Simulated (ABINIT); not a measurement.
## Rpa calculation of MgS (part 1 of 4)

The run: rpa calculation of MgS (F-43m, 2 atoms in the cell). Method and program: Kohn-Sham DFT of a periodic cell, PBEsol, PseudoDojo NC SR PBEsol v0.4.1 standard, RPA, no spin polarisation (ABINIT 10.8.3).

The structure derives from a Materials Project entry.

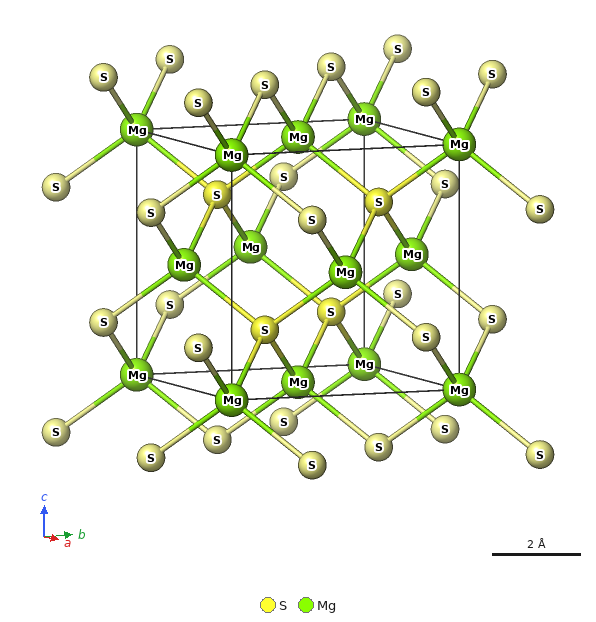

*The input geometry (ball-and-stick view of the cell 4 times as large as that of the calculation, set on its symmetry axes, seen slightly off an axis; neighbours outside the cell are drawn fainter). An atom can appear more than once, as a periodic image.*

Input file:
```
ndtset 5

pp_dirpath "./"
pseudos "S.upf, Mg.upf"

acell 7.5533649502 7.5533649502 7.5533649502
rprim
     0.0000000000     0.7071067812     0.7071067812
     0.7071067812     0.0000000000     0.7071067812
     0.7071067812     0.7071067812     0.0000000000
ntypat 2
znucl 16 12
natom 2
typat 1 2
chkprim 0
chksymtnons 0
tolsym 1.0e-6
xred
            1/4            1/4            1/4
            0.0            0.0            0.0

ecut 1142.878222 eV
ecutsm 0.5

kptopt 1
ngkpt 4 4 4
nshiftk 1
shiftk 0.0 0.0 0.0
istwfk *1

ixc -116133

occopt 1

nstep 80
diemac 6.0

iomode 3
prteig 0
prtebands 0

nband1 8
tolvrs1 1.0e-12
prtden1 1
prtwf1 0

iscf2 -2
getden2 1
nband2 176
nbdbuf2 16
tolwfr2 1.0e-12
nstep2 120
prtden2 0

optdriver3 3
getwfk3 2
nband3 74
ecuteps3 4.8
ecutwfn3 25.0
inclvkb3 2
gwcalctyp3 1
gwrpacorr3 1
nfreqim3 8

optdriver4 3
getwfk4 2
nband4 114
ecuteps4 6.4
ecutwfn4 25.0
inclvkb4 2
gwcalctyp4 1
gwrpacorr4 1
nfreqim4 8

optdriver5 3
getwfk5 2
nband5 160
ecuteps5 8.0
ecutwfn5 25.0
inclvkb5 2
gwcalctyp5 1
gwrpacorr5 1
nfreqim5 8
```

Hardware: 1 thread of Intel Xeon (Granite Rapids), 64 GiB of memory available, shared host.

Launch command:
```bash
abinit run.abi > log 2>&1
```

Output:
```
.Version 10.8.3 of ABINIT
 DATASET    1 : space group F-4 3 m (#216); Bravais cF (face-center cubic)
================================================================================
 Values of the parameters that define the memory need for DATASET  1.
     intxc =       0    ionmov =       0      iscf =       7    lmnmax =       6
     lnmax =       6     mgfft =      48  mpssoang =       3    mqgrid =    3001
     natom =       2  nloc_mem =       1    nspden =       1   nspinor =       1
    nsppol =       1      nsym =      24    n1xccc =    2501    ntypat =       2
    occopt =       1   xclevel =       2
       mpw =        3996          nfft =      110592          nkpt =           8
================================================================================
================================================================================

 DATASET    2 : space group F-4 3 m (#216); Bravais cF (face-center cubic)
================================================================================
 Values of the parameters that define the memory need for DATASET  2.
     intxc =       0    ionmov =       0      iscf =      -2    lmnmax =       6
     lnmax =       6     mgfft =      48  mpssoang =       3    mqgrid =    3001
     natom =       2  nloc_mem =       1    nspden =       1   nspinor =       1
    nsppol =       1      nsym =      24    n1xccc =    2501    ntypat =       2
    occopt =       1   xclevel =       2
       mpw =        3996          nfft =      110592          nkpt =           8
================================================================================
================================================================================

 DATASET    3 : space group F-4 3 m (#216); Bravais cF (face-center cubic)
================================================================================
 Values of the parameters that define the memory need for DATASET  3.
     intxc =       0    ionmov =       0      iscf =       7    lmnmax =       6
     lnmax =       6     mgfft =      36  mpssoang =       3    mqgrid =    3001
     natom =       2  nloc_mem =       1    nspden =       1   nspinor =       1
    nsppol =       1      nsym =      24    n1xccc =    2501    ntypat =       2
    occopt =       1   xclevel =       2
       mpw =        1837          nfft =       46656          nkpt =           8
================================================================================
================================================================================

 DATASET    4 : space group F-4 3 m (#216); Bravais cF (face-center cubic)
================================================================================
 Values of the parameters that define the memory need for DATASET  4.
     intxc =       0    ionmov =       0      iscf =       7    lmnmax =       6
     lnmax =       6     mgfft =      36  mpssoang =       3    mqgrid =    3001
     natom =       2  nloc_mem =       1    nspden =       1   nspinor =       1
    nsppol =       1      nsym =      24    n1xccc =    2501    ntypat =       2
    occopt =       1   xclevel =       2
       mpw =        1837          nfft =       46656          nkpt =           8
================================================================================
================================================================================

 DATASET    5 : space group F-4 3 m (#216); Bravais cF (face-center cubic)
================================================================================
 Values of the parameters that define the memory need for DATASET  5.
     intxc =       0    ionmov =       0      iscf =       7    lmnmax =       6
     lnmax =       6     mgfft =      36  mpssoang =       3    mqgrid =    3001
     natom =       2  nloc_mem =       1    nspden =       1   nspinor =       1
    nsppol =       1      nsym =      24    n1xccc =    2501    ntypat =       2
    occopt =       1   xclevel =       2
       mpw =        1837          nfft =       46656          nkpt =           8
================================================================================
================================================================================

--------------------------------------------------------------------------------
------------- Echo of variables that govern the present computation ------------
--------------------------------------------------------------------------------
 -outvars: echo values of preprocessed input variables --------
            acell      7.5533649502E+00  7.5533649502E+00  7.5533649502E+00 Bohr
              amu      3.20660000E+01  2.43050000E+01
          chkprim           0
      chksymtnons           0
           diemac      6.00000000E+00
             ecut1     4.20000000E+01 Hartree
             ecut2     4.20000000E+01 Hartree
             ecut3     2.50000000E+01 Hartree
             ecut4     2.50000000E+01 Hartree
             ecut5     2.50000000E+01 Hartree
          ecuteps1     0.00000000E+00 Hartree
          ecuteps2     0.00000000E+00 Hartree
          ecuteps3     4.80000000E+00 Hartree
          ecuteps4     6.40000000E+00 Hartree
          ecuteps5     8.00000000E+00 Hartree
           ecutsm      5.00000000E-01 Hartree
          ecutwfn1     0.00000000E+00 Hartree
          ecutwfn2     0.00000000E+00 Hartree
          ecutwfn3     2.50000000E+01 Hartree
          ecutwfn4     2.50000000E+01 Hartree
          ecutwfn5     2.50000000E+01 Hartree
           getden1          0
           getden2          1
           getden3          0
           getden4          0
           getden5          0
           getwfk1          0
           getwfk2          0
           getwfk3          2
           getwfk4          2
           getwfk5          2
        gwcalctyp1          0
        gwcalctyp2          0
        gwcalctyp3          1
        gwcalctyp4          1
        gwcalctyp5          1
        gwrpacorr1          0
        gwrpacorr2          0
        gwrpacorr3          1
        gwrpacorr4          1
        gwrpacorr5          1
             iscf1          7
             iscf2         -2
             iscf3          7
             iscf4          7
             iscf5          7
              ixc     -116133
           jdtset        1    2    3    4    5
         kptrlatt        4    0    0      0    4    0      0    0    4
          kptrlen      3.02134598E+01
            natom           2
            nband1          8
            nband2        176
            nband3         74
            nband4        114
            nband5        160
           nbdbuf1          0
           nbdbuf2         16
           nbdbuf3          0
           nbdbuf4          0
           nbdbuf5          0
           ndtset           5
          nfreqim1         -1
          nfreqim2         -1
          nfreqim3          8
          nfreqim4          8
          nfreqim5          8
            ngfft1         48      48      48
            ngfft2         48      48      48
            ngfft3         36      36      36
            ngfft4         36      36      36
            ngfft5         36      36      36
             nkpt           8
           npweps1          0
           npweps2          0
           npweps3        169
           npweps4        259
           npweps5        331
            nstep1         80
            nstep2        120
            nstep3         80
            nstep4         80
            nstep5         80
             nsym          24
           ntypat           2
        optdriver1          0
        optdriver2          0
        optdriver3          3
        optdriver4          3
        optdriver5          3
           prtden1          1
           prtden2          0
           prtden3          1
           prtden4          1
           prtden5          1
        prtebands           0
           prteig           0
            prtwf1          0
            prtwf2          1
            prtwf3          1
            prtwf4          1
            prtwf5          1
            rprim      0.0000000000E+00  7.0710678120E-01  7.0710678120E-01
                       7.0710678120E-01  0.0000000000E+00  7.0710678120E-01
                       7.0710678120E-01  7.0710678120E-01  0.0000000000E+00
          spgroup         216
           tolsym      1.00000000E-06
           tolvrs1     1.00000000E-12
           tolvrs2     0.00000000E+00
           tolvrs3     0.00000000E+00
           tolvrs4     0.00000000E+00
           tolvrs5     0.00000000E+00
           tolwfr1     0.00000000E+00
           tolwfr2     1.00000000E-12
           tolwfr3     0.00000000E+00
           tolwfr4     0.00000000E+00
           tolwfr5     0.00000000E+00
            typat      1  2
           xangst      1.4131771541E+00  1.4131771541E+00  1.4131771541E+00
                       0.0000000000E+00  0.0000000000E+00  0.0000000000E+00
            xcart      2.6705177886E+00  2.6705177886E+00  2.6705177886E+00
                       0.0000000000E+00  0.0000000000E+00  0.0000000000E+00
             xred      2.5000000000E-01  2.5000000000E-01  2.5000000000E-01
                       0.0000000000E+00  0.0000000000E+00  0.0000000000E+00
            znucl       16.00000   12.00000

================================================================================

 chkinp: Checking input parameters for consistency, jdtset=   1.

 chkinp: Checking input parameters for consistency, jdtset=   2.

 chkinp: Checking input parameters for consistency, jdtset=   3.

 chkinp: Checking input parameters for consistency, jdtset=   4.

 chkinp: Checking input parameters for consistency, jdtset=   5.

================================================================================
== DATASET  1 ==================================================================

--- !DatasetInfo
iteration_state: {dtset: 1, }
dimensions: {natom: 2, nkpt: 8, mband: 8, nsppol: 1, nspinor: 1, nspden: 1, mpw: 3996, }
cutoff_energies: {ecut:  42.0, pawecutdg:  -1.0, }
electrons: {nelect:   1.60000000E+01, charge:   0.00000000E+00, occopt:   1.00000000E+00, tsmear:   1.00000000E-02, }
meta: {optdriver: 0, ionmov: 0, optcell: 0, iscf: 7, paral_kgb: 0, }
...

 Real(R)+Recip(G) space primitive vectors, cartesian coordinates (Bohr,Bohr^-1):
 R(1)=  0.0000000  5.3410356  5.3410356  G(1)= -0.0936148  0.0936148  0.0936148
 R(2)=  5.3410356  0.0000000  5.3410356  G(2)=  0.0936148 -0.0936148  0.0936148
 R(3)=  5.3410356  5.3410356  0.0000000  G(3)=  0.0936148  0.0936148 -0.0936148
 Unit cell volume ucvol=  3.0472382E+02 bohr^3
 Angles (23,13,12)=  6.00000000E+01  6.00000000E+01  6.00000000E+01 degrees

 getcut: wavevector=  0.0000  0.0000  0.0000  ngfft=  48  48  48
         ecut(hartree)=     42.000   => boxcut(ratio)=   2.17827

--- Pseudopotential description ------------------------------------------------
- pspini: atom type   1  psp file is ./S.upf
  16.00000   6.00000  180301                  znucl, zion, pspdat
12 -116133 2 -1 1146                          pspcod,pspxc,lmax,lloc,mmax
     nproj     2     2     2

- pspini: atom type   2  psp file is ./Mg.upf
  12.00000  10.00000  180301                  znucl, zion, pspdat
12 -116133 1 -1 1510                          pspcod,pspxc,lmax,lloc,mmax
     nproj     2     2     0

   2.86410798E+02                                ecore*ucvol(ha*bohr**3)
--------------------------------------------------------------------------------

================================================================================

--- !BeginCycle
iteration_state: {dtset: 1, }
solver: {iscf: 7, nstep: 80, nline: 4, wfoptalg: 0, }
tolerances: {tolvrs: 1.00E-12, }
...

     iter   Etot(hartree)      deltaE(h)  residm     vres2
 ETOT  1  -70.355896662378    -7.036E+01 2.388E-01 2.346E+02
 ETOT  2  -70.420564310133    -6.467E-02 1.193E-06 4.662E+01
 ETOT  3  -70.425088023663    -4.524E-03 2.287E-05 9.983E-02
 ETOT  4  -70.425092118289    -4.095E-06 1.511E-07 9.081E-03
 ETOT  5  -70.425092817781    -6.995E-07 2.837E-08 1.361E-03
 ETOT  6  -70.425092938416    -1.206E-07 2.210E-09 2.930E-05
 ETOT  7  -70.425092939103    -6.869E-10 3.867E-12 1.457E-07
 ETOT  8  -70.425092939104    -1.037E-12 2.975E-14 1.725E-09
 ETOT  9  -70.425092939105    -1.435E-12 5.801E-16 7.989E-11
 ETOT 10  -70.425092939104     6.111E-13 1.441E-17 1.424E-12
 ETOT 11  -70.425092939104     7.532E-13 5.601E-19 4.251E-15

 At SCF step   11       vres2   =  4.25E-15 < tolvrs=  1.00E-12 =>converged.

 Cartesian components of stress tensor (hartree/bohr^3)
  sigma(1 1)= -3.36978877E-06  sigma(3 2)=  0.00000000E+00
  sigma(2 2)= -3.36978877E-06  sigma(3 1)=  0.00000000E+00
  sigma(3 3)= -3.36978877E-06  sigma(2 1)=  0.00000000E+00

--- !ResultsGS
iteration_state: {dtset: 1, }
comment   : Summary of ground state results
lattice_vectors:
- [  0.0000000,   5.3410356,   5.3410356, ]
- [  5.3410356,   0.0000000,   5.3410356, ]
- [  5.3410356,   5.3410356,   0.0000000, ]
lattice_lengths: [   7.55336,    7.55336,    7.55336, ]
lattice_angles: [ 60.000,  60.000,  60.000, ] # degrees, (23, 13, 12)
lattice_volume:   3.0472382E+02
convergence: {deltae:  7.532E-13, res2:  4.251E-15, residm:  5.601E-19, diffor: null, }
etotal    :  -7.04250929E+01
entropy   :   0.00000000E+00
fermie    :   5.53635987E-02
cartesian_stress_tensor: # hartree/bohr^3
- [ -3.36978877E-06,   0.00000000E+00,   0.00000000E+00, ]
- [  0.00000000E+00,  -3.36978877E-06,   0.00000000E+00, ]
- [  0.00000000E+00,   0.00000000E+00,  -3.36978877E-06, ]
pressure_GPa:   9.9143E-02
xred      :
- [  2.5000E-01,   2.5000E-01,   2.5000E-01,  S]
- [  0.0000E+00,   0.0000E+00,   0.0000E+00, Mg]
cartesian_forces: # hartree/bohr
- [ -0.00000000E+00,  -0.00000000E+00,  -0.00000000E+00, ]
- [ -0.00000000E+00,  -0.00000000E+00,  -0.00000000E+00, ]
force_length_stats: {min:   0.00000000E+00, max:   0.00000000E+00, mean:   0.00000000E+00, }
...

 Integrated electronic density in atomic spheres:
```
